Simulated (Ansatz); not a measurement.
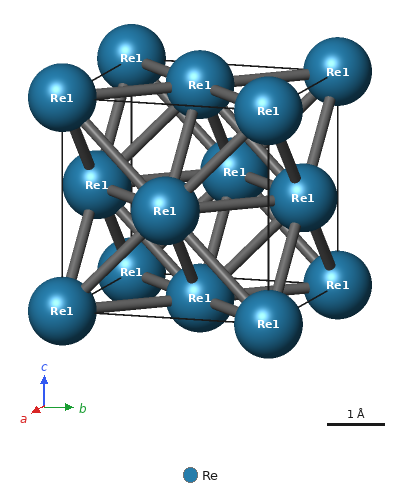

*The input geometry (ball-and-stick view of the cell 4 times as large as that of the calculation, set on its symmetry axes, seen slightly off an axis; atoms are numbered from 1 in the order of the input). An atom can appear more than once, as a periodic image.*

Near neighbours in the periodic cell (some may lie outside the picture): Re has 12 Re at 2.74 Å.

## Run report: Re, geometry relaxation

The run: geometry relaxation of Re (1 atom in the cell). Method and program: DFT PBEsol, scalar-relativistic, plane waves, PAW, no spin polarisation (Ansatz 0.2.0).

The structure derives from an entry of the Crystallography Open Database. Figures and captions count atoms from 1; the log counts them from 0 in places.

## Input
```yaml
crystal:
  lattice:
    - [0.0, -1.9390740225, -1.9390740225]
    - [1.9390740225, 0.0, -1.9390740225]
    - [1.9390740225, -1.9390740225, 0.0]
  atoms:
    - { symbol: Re, position: [0.0, 0.0, 0.0] }
basis:
  ecutwfc: 420
kpoints:
  mp_grid: { grid: [18, 18, 18] }
hamiltonian:
  xc: pbesol
scf:
  occupations: { method: gaussian, width: 0.1 }
output:
  forces: true
  stress: true
  eigenvalues: true
relax:
  adjacent_minimum: "off"
  f_tol: 0.005
  max_steps: 80
  cell: { stress_tol: 0.05 }
```

Hardware: 2 threads of Arm Neoverse V2, 24 GiB of memory available, shared host.

Launch command:
```bash
ansatz run input.yaml --threads 2 --pin off --max-ram 5120MiB --backend cpu --events-out ev --progress --plain --runs-dir out
```

## What the program printed
```
Engine: ansatz 0.2.0, aarch64-unknown-linux-gnu
Pseudopotentials: kind: paw
Pseudopotential: Re, paw, valence charge 15, recommended cutoff 420 eV (normal), Re.paw.azcp
Functional definition: PBEsol
  exchange = pbesol_x
  correlation = pbesol_c
Crystal: 1 atoms, lattice volume = 14.582 Å³
Basis set: ecut = 420 eV, 283 PW (Γ), exchange–correlation on 40×40×40 points (8 copies of the dense FFT grid, shifted against one another)
Bands: 12, of which v1, the nominal top of the filled ones, is band 8 counted from 1 (7 counted from 0)
Symmetry: 48 space group operations
Space group: Fm-3m (ITA 225), of the structure as read, at distance tolerance 2.4e-5 Å
k-points: 195 of 5832
Non-local potential: Re, projectors of the file, l = 0: 3, l = 1: 2, l = 2: 2, l = 3: 1
PAW form: soft (Blöchl's): semilocal exchange-correlation on the pseudo side does not see the compensation charge
PAW frozen core: Re, regenerated for the run's functional, and the local potential with it (the file was generated under x = pbe(κ = 0.804, μ = 0.2195149727645171), c = pbe(β = 0.06672455060314922))
PAW one-centre angular grid: Re, 590 points (default); XC on 64 Gauss nodes
Initial density: superposition of atomic densities (neutral atoms: chi_scale 0, normalization atom), corrected by the library's trained network
Initial wavefunctions: pseudopotential atomic-orbital guess
Functional: x = pbesol(κ = 0.804, μ = 0.12345679012345678), c = pbesol(β = 0.046)
SCF iter   1: F=—  HF=-10737.180257 eV  |F-HF|=—  |Δ(HF+E_count)|=         —  Δρ=5.96e-3  dr2=1.11e-3  ethr=1.77e-3  ⟨swp⟩=5.0  Hψ=12350  notcnv=0
preconditioner: auto → none  [metal: Δε(μ)=0.033 eV  Ē_g=11.527 eV  σ=0.100 eV  W_gap=0.18  n_scr=0 (ndim 8)  ℏωp=25.7 eV  f_vac=0.000  D(μ)=0.85/eV (n_scr^D=14)]
SCF iter   2: F=—  HF=-10737.180615 eV  |F-HF|=—  |Δ(HF+E_count)|=   3.58e-4  Δρ=3.02e-3  dr2=2.80e-4  ethr=7.40e-6  ⟨swp⟩=1.6  Hψ=4238  notcnv=0
SCF iter   3: F=—  HF=-10737.180751 eV  |F-HF|=—  |Δ(HF+E_count)|=   1.36e-4  Δρ=3.09e-4  dr2=8.71e-6  ethr=1.87e-6  ⟨swp⟩=2.0  Hψ=3411  notcnv=0
SCF iter   4: F=—  HF=-10737.180746 eV  |F-HF|=—  |Δ(HF+E_count)|=   5.08e-6  Δρ=1.19e-4  dr2=9.49e-7  ethr=5.81e-8  ⟨swp⟩=3.0  Hψ=3841  notcnv=0
iter 5 did not close the SCF: its close was put off for the readings that it lacked (scf_convergence_deferred on its scf_iter line)
SCF iter   5: F=-10737.180746 eV  HF=-10737.180746 eV  |F-HF|=4.11e-9  |Δ(HF+E_count)|=   3.67e-7  Δρ=1.36e-5  dr2=1.04e-8  ethr=6.33e-9  ⟨swp⟩=2.3  Hψ=3612  notcnv=0
SCF iter   6: F=-10737.180746 eV  HF=-10737.180746 eV  |F-HF|=1.31e-10  |Δ(HF+E_count)|=  4.53e-10  Δρ=2.04e-6  dr2=1.93e-10  ethr=6.93e-11  ⟨swp⟩=2.6  Hψ=8032  notcnv=0
SCF 1 converged in 6 iterations: F = -10737.180746 eV  dr2 = 1.93e-10
  greatest PAW one-centre occupation: 0.999 electrons in one spin orbital (limit 2), on the Re atom at site 0 (counted from 0), in its partial waves of l = 0
relax step   1: F+E_penalty+E_count = -10737.18074579 eV  Δ(F+E_penalty+E_count) = +0.000e0 eV  max|allowed force component| = 0.000e0 eV/Å  Δτ_max = 0.0000 Å  P = +0.722 GPa  Ω = 14.582 Å³  (6 SCF iters, dr2 threshold 1.00e-7 eV, accepted)
Crystal: 1 atoms, lattice volume = 14.671 Å³
Initial density: handed on by an earlier stage of this run
Initial wavefunctions: those handed on with the density
iter 1 solved again at ethr=1.75e-8 eV; its pass at ethr=3.10e-3 eV (dr2=2.62e-6 eV) is discarded
SCF iter   1: F=—  HF=-10737.180398 eV  |F-HF|=—  |Δ(HF+E_count)|=         —  Δρ=2.10e-4  dr2=2.21e-6  ethr=1.75e-8  ⟨swp⟩=3.1  Hψ=16337  notcnv=0
preconditioner: auto → none  [metal: Δε(μ)=0.043 eV  Ē_g=11.460 eV  σ=0.100 eV  W_gap=0.24  n_scr=0 (ndim 8)  ℏωp=25.6 eV  f_vac=0.000  D(μ)=0.86/eV (n_scr^D=14)]
SCF iter   2: F=—  HF=-10737.180398 eV  |F-HF|=—  |Δ(HF+E_count)|=   6.70e-7  Δρ=1.03e-4  dr2=4.97e-7  ethr=1.47e-8  ⟨swp⟩=1.0  Hψ=2340  notcnv=0
SCF iter   3: F=-10737.180399 eV  HF=-10737.180399 eV  |F-HF|=3.37e-10  |Δ(HF+E_count)|=   5.97e-7  Δρ=2.67e-6  dr2=6.00e-10  ethr=6.67e-10  ⟨swp⟩=3.0  Hψ=7792  notcnv=0
SCF 2 converged in 3 iterations: F = -10737.180399 eV  dr2 = 6.00e-10
relax step   2: F+E_penalty+E_count = -10737.18039893 eV  Δ(F+E_penalty+E_count) = +3.469e-4 eV  max|allowed force component| = 0.000e0 eV/Å  Δτ_max = 0.0000 Å  P = -1.642 GPa  Ω = 14.671 Å³  energy of the carried Pulay correction = -8.660e-5 eV  (3 SCF iters, dr2 threshold 1.00e-7 eV, rejected (line search))
Crystal: 1 atoms, lattice volume = 14.609 Å³
iter 1 solved again at ethr=8.42e-9 eV; its pass at ethr=3.10e-3 eV (dr2=1.26e-6 eV) is discarded
SCF iter   1: F=—  HF=-10737.180780 eV  |F-HF|=—  |Δ(HF+E_count)|=         —  Δρ=1.45e-4  dr2=1.07e-6  ethr=8.42e-9  ⟨swp⟩=3.1  Hψ=16222  notcnv=0
preconditioner: auto → none  [metal: Δε(μ)=0.037 eV  Ē_g=11.507 eV  σ=0.100 eV  W_gap=0.20  n_scr=0 (ndim 8)  ℏωp=25.7 eV  f_vac=0.000  D(μ)=0.86/eV (n_scr^D=14)]
SCF iter   2: F=—  HF=-10737.180780 eV  |F-HF|=—  |Δ(HF+E_count)|=   2.37e-7  Δρ=7.14e-5  dr2=2.39e-7  ethr=7.12e-9  ⟨swp⟩=1.0  Hψ=2340  notcnv=0
SCF iter   3: F=—  HF=-10737.180780 eV  |F-HF|=—  |Δ(HF+E_count)|=   2.78e-7  Δρ=1.49e-6  dr2=1.17e-10  ethr=1.59e-9  ⟨swp⟩=1.0  Hψ=2340  notcnv=0
SCF iter   4: F=—  HF=-10737.180780 eV  |F-HF|=—  |Δ(HF+E_count)|=  9.09e-11  Δρ=4.76e-7  dr2=2.25e-11  ethr=1.00e-12  ⟨swp⟩=6.0  Hψ=9529  notcnv=0
SCF iter   5: F=-10737.180780 eV  HF=-10737.180780 eV  |F-HF|=1.82e-12  |Δ(HF+E_count)|=  5.46e-12  Δρ=1.80e-7  dr2=1.17e-12  ethr=1.00e-12  ⟨swp⟩=5.0  Hψ=8222  notcnv=0
SCF 3 converged in 5 iterations: F = -10737.180780 eV  dr2 = 1.17e-12
relax step   3: F+E_penalty+E_count = -10737.18078006 eV  Δ(F+E_penalty+E_count) = -3.427e-5 eV  max|allowed force component| = 0.000e0 eV/Å  Δτ_max = 0.0000 Å  P = -0.005 GPa  Ω = 14.609 Å³  energy of the carried Pulay correction = -2.638e-5 eV  (5 SCF iters, accepted)
Initial wavefunctions: pseudopotential atomic-orbital guess (no wavefunctions were taken with the density)
iter 1 solved again at ethr=4.26e-8 eV; its pass at ethr=3.10e-3 eV (dr2=6.39e-6 eV) is discarded
SCF iter   1: F=—  HF=-10737.180806 eV  |F-HF|=—  |Δ(HF+E_count)|=         —  Δρ=3.82e-5  dr2=5.07e-9  ethr=4.26e-8  ⟨swp⟩=3.0  Hψ=18378  notcnv=0
SCF iter   2: F=—  HF=-10737.180805 eV  |F-HF|=—  |Δ(HF+E_count)|=   7.05e-7  Δρ=1.91e-5  dr2=1.23e-9  ethr=3.38e-11  ⟨swp⟩=2.1  Hψ=3536  notcnv=0
SCF iter   3: F=—  HF=-10737.180805 eV  |F-HF|=—  |Δ(HF+E_count)|=   4.65e-9  Δρ=5.27e-7  dr2=1.99e-11  ethr=8.22e-12  ⟨swp⟩=1.0  Hψ=2340  notcnv=0
SCF iter   4: F=-10737.180805 eV  HF=-10737.180805 eV  |F-HF|=1.09e-11  |Δ(HF+E_count)|=  1.27e-11  Δρ=1.24e-7  dr2=3.49e-13  ethr=1.00e-12  ⟨swp⟩=5.1  Hψ=8441  notcnv=0
SCF 4 converged in 4 iterations: F = -10737.180805 eV  dr2 = 3.49e-13
relax step   4: F+E_penalty+E_count = -10737.18080507 eV  Δ(F+E_penalty+E_count) = -2.501e-5 eV  max|allowed force component| = 0.000e0 eV/Å  Δτ_max = 0.0000 Å  P = -0.005 GPa  Ω = 14.609 Å³  stress off target by 4.68e-3 GPa  SCF on the basis re-selected at this cell (its energy is not comparable with the rows above)  (4 SCF iters)
```

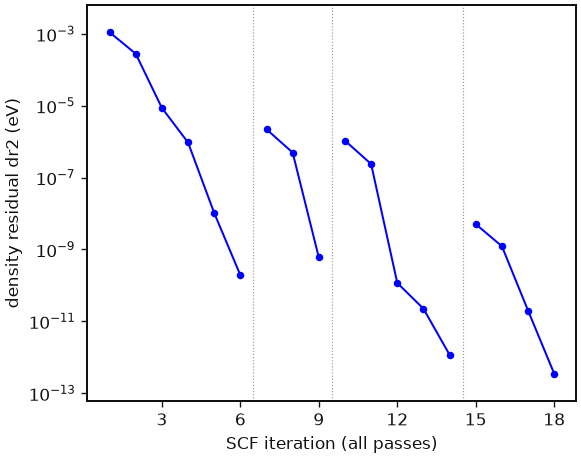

*Convergence of the self-consistent field: density residual dr2 against the SCF iteration. The dotted lines part the SCF passes of the relaxation: geometry steps, rejected trials and re-solves on a re-selected basis.*

The passes take 6, 3, 5 and 4 iterations.

```
basis re-selected at this cell: Δ(F+E_penalty+E_count) = -2.501e-5 eV, ΔP = +0.000 GPa vs the last step (what re-selecting the basis moved, of the pressure what is left beyond the Pulay correction that the steps carried, after the strain that the cell walked since its last selection, with what the two solves' SCF thresholds leave and, on support functions, any second-order correction that the steps lacked; it is no measure of the basis error at this ecutwfc). This SCF's stress stands 4.68e-3 GPa from its target on what of the cell is left free (relax.cell.stress_tol is 5.00e-2 GPa) and its largest allowed force component is 0.00e0 eV/Å (relax.f_tol is 5.00e-3 eV/Å): within both
SCF converged after 4 iterations
Free energy (F): -10737.180805 eV
Harris-Foulkes:  -10737.180805 eV  (|F-HF|=1.09e-11)
Internal energy: -10737.176515 eV  (E = F + TS)
E sigma→0 (E₀):  -10737.178660 eV
Entropy (-TS):   -0.004290 eV (-4.290 meV/atom)
Fermi energy:    24.269367 eV
--- Per-component energies (eV) ---
  E_band       = -71.073371
  E_kinetic    = 541.965777
  E_local      = -753.518286  (includes V_loc(G=0)·N_el)
  E_nonlocal   = 50.711286
  E_hartree    = 269.889600
  E_xc         = -401.555184
  E_vxc        = -304.431352  (∫ρ·V_xc dr)
  E_paw        = -8530.925710  (= ΣΔE_a)
  E_vpaw       = -145.579916  (= ΣTr[D̂ρ^β])
  E_aug_tail   = -0.000076  (compensation charges beyond the density's cutoff)
  E_ewald      = -1913.977184
  E_core_change = 0.233262  (= ΣΔE_core)
  E_smearing   = -0.004290  (= −TS)
  E_closure    = 0.000000  (closes the sum)
  Σ components = -10737.180805   (vs F -10737.180805, Δ=0.00e0)
--- Forces (eV/Å), atoms counted from 1 ---
  atom   1  Re    -0.00000000     0.00000000     0.00000000
  max |Σ_I F_I| component: 1.64e-31 eV/Å
--- Stress (GPa, compression-positive) ---
       -0.004682       0.000000       0.000000
        0.000000      -0.004682      -0.000000
       -0.000000      -0.000000      -0.004682
  P = ⅓ Tr σ = -0.0047 GPa (-0.047 kbar)
--- Band table (eV; the first three rows and the last of 195) ---
  k-point 0: bands = ["-55.7442", "-17.0025", "-17.0025", "-17.0025", "14.0877", "22.3460", "22.3460", "22.3460", "25.5804", "25.5804", "37.3050", "42.8868"]
  k-point 1: bands = ["-55.7406", "-17.0431", "-17.0077", "-17.0077", "14.2350", "22.2435", "22.4145", "22.4145", "25.5219", "25.5219", "37.5893", "42.2459"]
  k-point 2: bands = ["-55.7301", "-17.1587", "-17.0227", "-17.0227", "14.6599", "21.9809", "22.5930", "22.5930", "25.3908", "25.3908", "38.3577", "41.0192"]
  k-point 194: bands = ["-55.5823", "-17.8902", "-17.7650", "-17.4759", "19.1415", "20.4719", "21.6410", "24.5868", "28.9603", "34.4753", "34.5128", "35.4599"]
--- Relaxed structure (3 steps of the walk, 2 accepted, 1 SCFs on fresh bases) ---
  F+E_penalty+E_count = -10737.18080507 eV   max|allowed force component| = 0.000e0 eV/Å   (the final SCF, on the basis selected at the relaxed cell)
  cell:  # Å, volume = 14.6090 Å³
    - [-6.369215041119491e-36, -1.940277492000238, -1.940277492000238]
    - [1.940277492000238, -3.343837896587731e-35, -1.940277492000238]
    - [1.940277492000238, -1.940277492000238, -4.936141656867602e-35]
  atoms:
    - { symbol: Re, position: [-0.0, 0.0, 0.0] }
```

## Trajectory as extended XYZ (Å, eV, eV/Å), 4 frames, from step=1 to step=4
```
1
Lattice="0.0000 -1.9391 -1.9391 1.9391 0.0000 -1.9391 1.9391 -1.9391 0.0000" Properties=species:S:1:pos:R:3:forces:R:3 step=1 energy=-10737.18075 pressure_GPa=0.72
Re    0.0000    0.0000    0.0000    0.0000   0.0000   0.0000
1
Lattice="0.0000 -1.9430 -1.9430 1.9430 0.0000 -1.9430 1.9430 -1.9430 0.0000" Properties=species:S:1:pos:R:3:forces:R:3 step=2 energy=-10737.18040 pressure_GPa=-1.64 accepted=F
Re    0.0000    0.0000    0.0000    0.0000   0.0000   0.0000
1
Lattice="0.0000 -1.9403 -1.9403 1.9403 0.0000 -1.9403 1.9403 -1.9403 0.0000" Properties=species:S:1:pos:R:3:forces:R:3 step=3 energy=-10737.18078 pressure_GPa=-0.01
Re    0.0000    0.0000    0.0000    0.0000   0.0000   0.0000
1
Lattice="0.0000 -1.9403 -1.9403 1.9403 0.0000 -1.9403 1.9403 -1.9403 0.0000" Properties=species:S:1:pos:R:3:forces:R:3 step=4 energy=-10737.18080 pressure_GPa=-0.00
Re    0.0000    0.0000    0.0000    0.0000   0.0000   0.0000
```

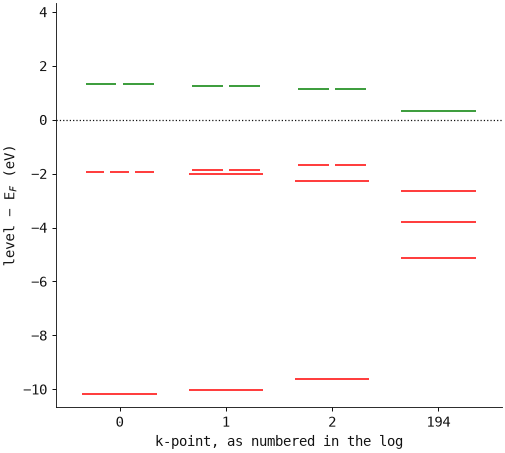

*Kohn–Sham levels near the Fermi level (dotted) at the few k-points that the log prints; levels within 0.02 eV of each other stand side by side.*

The system is metallic on the full mesh.

## Results in brief

| quantity | value |
| --- | --- |
| outcome | converged |
| space group (tolerance 0.01 Å) | Fm-3m (225) |
| electrons treated | 15 |
| free energy | −10737.1808 eV |
| Fermi energy | 24.269 eV |
| gap on the k-point mesh | none (metallic) |
| pressure | 0.00 GPa |
| final volume | 14.61 Å³ |
| largest force (length of the vector) at the end | under 0.001 eV/Å |
| final cell | a = 2.744 Å, b = 2.744 Å, c = 2.744 Å, α = 60.00°, β = 60.00°, γ = 60.00° |
| wall time | 3.8 s (CPU time 7 s) |
| peak memory | 0.31 GiB |

## Notes

Spin–orbit coupling is left out, which matters for Re.
